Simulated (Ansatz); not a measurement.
# Σ5 (210) boundary in fcc Pt with Ag (substitutional): structure and resistance, part 2 of 2

Wanted: what the Σ5 (210) boundary in fcc Pt with Ag (substitutional) costs an interconnect.

Ansatz 0.2.0; Ansatz plane-wave DFT, PBE, PAW files; relaxation of a bicrystal slab with its lowest layers held; PAW set soft_1 (the session's first sound run).

So far. Step 2 (Relaxing the bicrystal): The largest force component on a free atom ends at 0.017 eV/Å, under the tolerance of 0.03, after 14 steps.

## (3) Transmission across the boundary

This step: Ansatz plane-wave DFT, PBE, PAW files; ballistic transport by layer matching (Landauer), zero bias; boundary relaxed in a short slab, bulk layers laid on; PAW set soft_1 (Ansatz 0.2.0).

System of this step: Σ5 (210) boundary in fcc Pt with Ag (substitutional). The cell holds 48 atoms: 47 Pt and 1 Ag. Cell: a = 4.803 Å, b = 3.922 Å, c = 50.056 Å, α = 90.0°, β = 90.0°, γ = 65.9°. It derives from Pt. Regions: lower grain, 20 atoms (20 Pt); boundary, 12 atoms (11 Pt and 1 Ag); upper grain, 16 atoms (16 Pt). Vacuum lies along c.

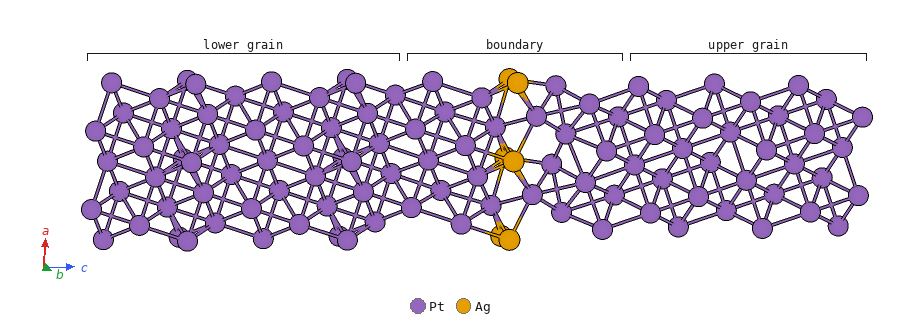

The cell of this step (platinum purple, silver orange). 2×1×1 cells are drawn. Some periodic images of atoms are drawn too.

input.yaml reads:

```yaml
crystal:
  lattice:
    - [4.8032044366, 0.0, 0.0]
    - [1.6010681455, 3.58009721, 0.0]
    - [0.0, 0.0, 50.0555954421]
  atoms:
    - { symbol: Pt, position: [-15.6, 7.8, 0.0799111461] }
    - { symbol: Pt, position: [-15.0, 7.5, 0.097430489] }
    - { symbol: Pt, position: [-14.4, 7.2, 0.1149498318] }
    - { symbol: Pt, position: [-13.8, 6.9, 0.1324691747] }
    - { symbol: Pt, position: [-13.2, 6.6, 0.1499885176] }
    - { symbol: Pt, position: [-12.6, 6.3, 0.1675078605] }
    - { symbol: Pt, position: [-12.0, 6.0, 0.1850272033] }
    - { symbol: Pt, position: [-11.4, 5.7, 0.2025465462] }
    - { symbol: Pt, position: [-10.8, 5.4, 0.2200658891] }
    - { symbol: Pt, position: [-10.2, 5.1, 0.237585232] }
    - { symbol: Pt, position: [-9.6, 4.8, 0.2551045748] }
    - { symbol: Pt, position: [-9.0, 4.5, 0.2726239177] }
    - { symbol: Pt, position: [-8.4, 4.2, 0.2901432606] }
    - { symbol: Pt, position: [-7.8, 3.9, 0.3076626035] }
    - { symbol: Pt, position: [-7.2, 3.6, 0.3251819464] }
    - { symbol: Pt, position: [-6.6, 3.3, 0.3427012892] }
    - { symbol: Pt, position: [-6.0, 3.0, 0.3602206321] }
    - { symbol: Pt, position: [-5.4, 2.7, 0.377739975] }
    - { symbol: Pt, position: [-4.8, 2.4, 0.3952593179] }
    - { symbol: Pt, position: [-4.2, 2.1, 0.4127786607] }
    - { symbol: Pt, position: [0.4, 0.8, 0.4302980036] }
    - { symbol: Pt, position: [-0.0095446243, 0.5047723122, 0.4491646478] }
    - { symbol: Pt, position: [0.5866002999, 0.20669985, 0.4670887423] }
    - { symbol: Pt, position: [0.1908382326, 0.9045808837, 0.4850029012] }
    - { symbol: Pt, position: [0.7848687785, 0.6075656107, 0.5029805197] }
    - { symbol: Pt, position: [0.3972092781, 0.3013953609, 0.5223281631] }
    - { symbol: Ag, position: [-0.0090703903, 0.0045351951, 0.5378250645] }
    - { symbol: Pt, position: [0.5506080382, 0.7246959809, 0.5629046567] }
    - { symbol: Pt, position: [-0.0957319721, 1.047865986, 0.5886636012] }
    - { symbol: Pt, position: [0.303738129, 0.3481309355, 0.5995227734] }
    - { symbol: Pt, position: [-0.3017053186, 0.6508526593, 0.621091547] }
    - { symbol: Pt, position: [0.1133910473, 0.9433044763, 0.6397793679] }
    - { symbol: Pt, position: [-4.4866089527, 2.2433044763, 0.6572987108] }
    - { symbol: Pt, position: [-5.0866089527, 2.5433044763, 0.6748180536] }
    - { symbol: Pt, position: [-5.6866089527, 2.8433044763, 0.6923373965] }
    - { symbol: Pt, position: [-6.2866089527, 3.1433044763, 0.7098567394] }
    - { symbol: Pt, position: [-6.8866089527, 3.4433044763, 0.7273760823] }
    - { symbol: Pt, position: [-7.4866089527, 3.7433044763, 0.7448954252] }
    - { symbol: Pt, position: [-8.0866089527, 4.0433044763, 0.762414768] }
    - { symbol: Pt, position: [-8.6866089527, 4.3433044763, 0.7799341109] }
    - { symbol: Pt, position: [-9.2866089527, 4.6433044763, 0.7974534538] }
    - { symbol: Pt, position: [-9.8866089527, 4.9433044763, 0.8149727967] }
    - { symbol: Pt, position: [-10.4866089527, 5.2433044763, 0.8324921395] }
    - { symbol: Pt, position: [-11.0866089527, 5.5433044763, 0.8500114824] }
    - { symbol: Pt, position: [-11.6866089527, 5.8433044763, 0.8675308253] }
    - { symbol: Pt, position: [-12.2866089527, 6.1433044763, 0.8850501682] }
    - { symbol: Pt, position: [-12.8866089527, 6.4433044763, 0.902569511] }
    - { symbol: Pt, position: [-13.4866089527, 6.7433044763, 0.9200888539] }
kpoints:
  mp_grid: { grid: [7, 7, 1] }
hamiltonian:
  xc: pbe
  pseudopotentials: { kind: paw, azcp: { folder: soft_1 } }
scf:
  occupations: { method: fermi_dirac, width: 0.1 }
output:
  transmission:
    leads: [[11, 12], [38, 39]]
    kmesh: [18, 18]
    e_range: [-0.1, 0.1]
    de: 0.05
  write_potential: true
  write_density: true
  volumetric_format: npy
  elf: true
```

On the command line:

```console
ansatz run input.yaml --threads 4 --pin off --max-ram 15360MiB --backend cpu --events-out ev --progress --plain --runs-dir out
```

Numbers of over 12 decimals in the logs are rounded to 6 here.

The log of the run:

```text
[...]
Crystal: 48 atoms, lattice volume = 860.753 Å³
Basis set: ecut = 420 eV, 16719 PW (Γ)
Bands: 519, of which v1, the nominal top of the filled ones, is band 433 counted from 1 (432 counted from 0)
Symmetry: 2 space group operations
[...]
k-points: 16 of 49 (time reversal used)
[...]
SCF iter   1: F=—  HF=-596263.572392 eV  |F-HF|=—  |Δ(HF+E_count)|=         —  Δρ=8.14e-2  dr2=1.41e2  ethr=3.10e-3  ⟨swp⟩=6.0  Hψ=28780  notcnv=0  defer=419
[...]
SCF iter  13: F=-596247.070692 eV  HF=-596247.070692 eV  |F-HF|=2.91e-8  |Δ(HF+E_count)|=   1.77e-8  Δρ=9.09e-7  dr2=3.01e-8  ethr=1.16e-11  ⟨swp⟩=2.0  Hψ=14876  notcnv=0
SCF 1 converged in 13 iterations: F = -596247.070692 eV  dr2 = 3.01e-8
[...]
transmission: 593 of 5915 steps passed
transmission: 1186 of 5915 steps passed
[...]
transmission: 5915 of 5915 steps passed
WARN: The output density's exchange-correlation potential varies sharply where the density is thin. Do not read a vacuum level from v_tot or v_xc, or from such a field of the output density. On a cell that repeats whose density bears no net charge and no dipole along the vacuum's axis use v_es (v_loc + v_h of the components); under efield.dipole_correction with no amplitude use v_es + v_field, which holds any externa [...]
SCF converged after 13 iterations
Free energy (F): -596247.070692 eV
[...]
Internal energy: -596244.435832 eV  (E = F + TS)
E sigma→0 (E₀):  -596245.753262 eV
Entropy (-TS):   -2.634860 eV (-54.893 meV/atom)
Fermi energy:    18.714906 eV
[...]
--- Band table (eV; the first three rows and the last of 16) ---
  k-point 0: bands = [... 429 lower, 18.8011, 18.8655, 18.8977, 18.9201, 18.9442, 18.9503, 18.9675, 19.0525, ... 82 higher]
  k-point 1: bands = [... 429 lower, 18.6957, 18.7173, 18.7399, 18.7577, 18.7660, 18.7891, 18.7966, 18.8134, ... 82 higher]
  k-point 2: bands = [... 429 lower, 18.5782, 18.6105, 18.6399, 18.6775, 18.7041, 18.7317, 18.7547, 18.7769, ... 82 higher]
  k-point 15: bands = [... 429 lower, 18.6584, 18.6837, 18.7050, 18.7103, 18.7188, 18.7839, 18.8042, 18.8275, ... 82 higher]
--- Transmission ---
  basis      : 149 plane waves across, 65 finite elements along
  points     : 91, standing for a mesh of 18 x 18
  energies   : 5 from -0.100000 to 0.100000 eV about the Fermi level, 0.050000 eV apart; the leads are filled to 0.000000 eV, and channels, transmission and decay are at 0.000000 eV
  crystal 0  : Pt3, at the sites [11, 12], period 2.6308 Å, over 18.42 Å; its Hamiltonian steps by up to 14.4 meV
    offset         : up to 0.0000 Å between an atom of the period and one for which it stands
    channels       : 4.762346e0 a spin
    conductance    : none, the energies end too early or step too widely for 300 K: set another output.transmission.e_range or a lower de, or, where they end at an eighth of basis.ecutwfc, a higher one
[...]
channels       : 4.762346e0 a spin
[...]
junction   : crystal 0 to crystal 1, 12.95 to 36.59 Å
    transmission   : 1.960502e0 a spin
[...]
```

It took 20 min on 4 threads of Arm Neoverse V1, shared host; peak memory 12 GiB.

Reading the cycles: dr2 is the Hartree energy of the density residual (eV), the measure of convergence; HF is the Harris–Foulkes estimate of the energy, which meets the free energy F at convergence.

This step gave:

| Item | Value |
| --- | --- |
| free energy | -596247.0707 eV |
| energy at zero smearing | -596245.7533 eV |
| Fermi energy | 18.71 eV |
| cell area | 17.20 Å² |
| transmission per spin nearest the Fermi level | 1.961 |
| open channels per spin nearest the Fermi level | 4.762 |
| open channels per spin, upper lead | 4.762 |
| step of the lead's potential | 14.4 meV |
| step of the upper lead's potential | 14.2 meV |

Per spin. Table of transmission, zone mean by energy, zero at the Fermi level:

| energy (eV) | transmission, zone mean |
| --- | --- |
| -0.1000 | 2.12 |
| -0.0500 | 2.05 |
| 0.0000 | 1.96 |
| 0.0500 | 1.84 |
| 0.1000 | 1.77 |

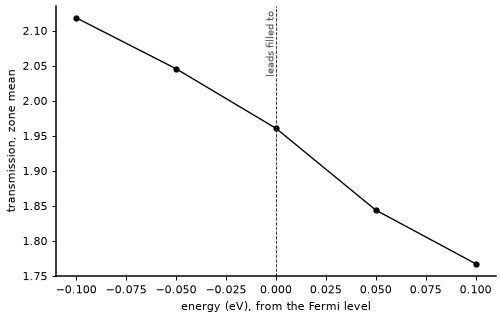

Transmission, zone mean against energy.

Per spin. Table of open channels, zone mean by energy, zero at the Fermi level:

| energy (eV) | lead | upper lead |
| --- | --- | --- |
| -0.1000 | 5.23 | 5.25 |
| -0.0500 | 4.98 | 4.98 |
| 0.0000 | 4.76 | 4.76 |
| 0.0500 | 4.16 | 4.19 |
| 0.1000 | 3.77 | 3.77 |

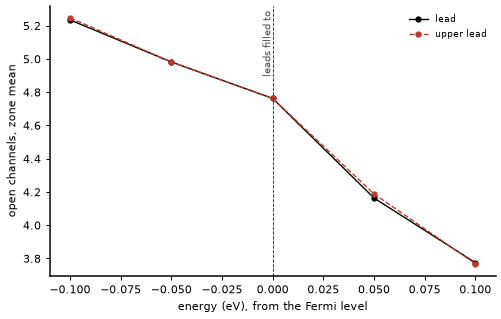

Open channels, zone mean against energy.

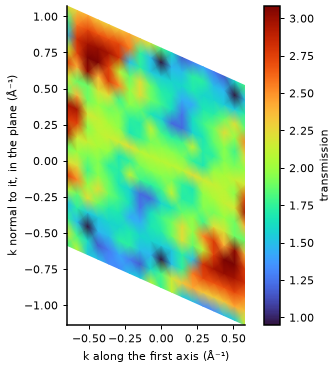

Transmission over k1 and k2. At 0.0000 eV from the Fermi level.

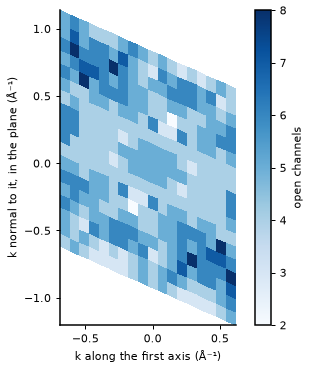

Open channels over k1 and k2. At 0.0000 eV from the Fermi level.

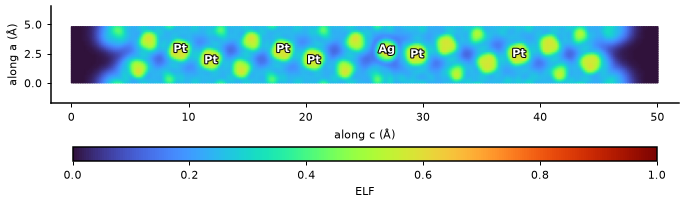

ELF in the ca plane at fractional y = 0.048, with atoms of Pt and Ag within 0.2 Å of it. It is the smooth field of the valence electrons, not physical close to the nuclei. The map starts off the cell's origin, so that atoms lie inside it.

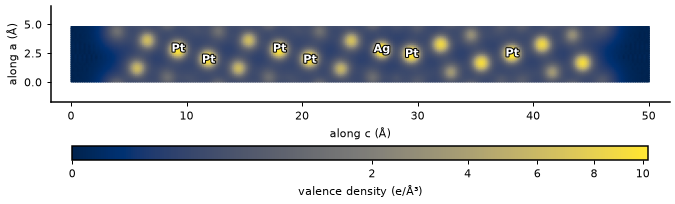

Valence density in the ca plane at fractional y = 0.048, with atoms of Pt and Ag within 0.2 Å of it. It is the smooth field of the valence electrons, not physical close to the nuclei. The map starts off the cell's origin, so that atoms lie inside it. The colour scale is stretched toward low values.

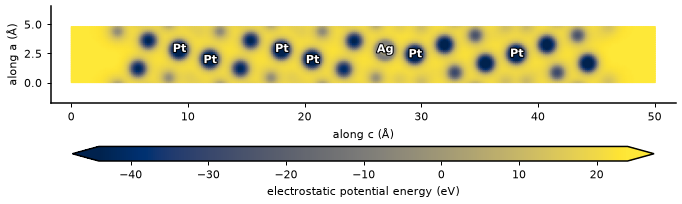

Electrostatic potential energy in the ca plane at fractional y = 0.048, with atoms of Pt and Ag within 0.2 Å of it. With pseudopotentials it is smooth inside the atoms' cores, unlike the true potential. The map starts off the cell's origin, so that atoms lie inside it.

Over the solved energies the transmission per spin lies between 1.77 and 2.12, out of 4.58 channels of the lead on average (up to 5.23).

## (4) Specific resistance

This step: Ansatz plane-wave DFT, PBE, PAW files; ballistic transport by layer matching (Landauer), zero bias; specific resistance of the boundary; PAW set soft_1 (Ansatz 0.2.0).

This step gave:

- area resistance: 0.6560 fΩ m²
- T over the leads' mean channel count: 0.4245

Averaged over the energies near the Fermi level, 42.5 % of the channels pass, which makes 0.656 fΩ m².

By hand, with T and the leads' channels N averaged over the energies near the Fermi level: RA = A (h/2e²)(1/T − ½[1/N₁ + 1/N₂]) = 17.20×10⁻²⁰ m² × 12 906 Ω × (1/1.947 − ½[1/4.583 + 1/4.590]) = 0.656 fΩ m².

## (5) What came out

```
specific resistance of the boundary : 0.656 fΩ m²
share of channels that pass         : 0.425
```

In words: The boundary has a specific resistance of 0.66 fΩ m². The boundary reflects 58 % of the channels; 0.66 fΩ m² is 6.6×10⁻¹² Ω·cm². That equals the resistance of 6.1 nm of bulk Pt at 300 K (measured 10.8 µΩ cm, CRC Handbook of Chemistry and Physics, 84th ed., 2003, Electrical Resistivity of Pure Metals). One Ag in 17.2 Å² of boundary is a high coverage. In the relaxation the upper grain slid sideways by about 1.3 Å, so the result belongs to the position that it found, not to the starting one. Each plane of this narrow cell holds one atom, so the solute fills a whole plane. One starting structure was relaxed; another shift or atom count at the boundary may lie lower. Spin-orbit coupling is left out, which matters for Pt.

[Logs are printed without paths, hosts, clocks, repeated set-up lines and the standing remarks that a program may print on its own settings, such as how far it seeks lower states.]

[Hosts, paths, dates, database ids (printed as entryN), source tags and the programs' standing remarks are cut or masked in the printed files.]
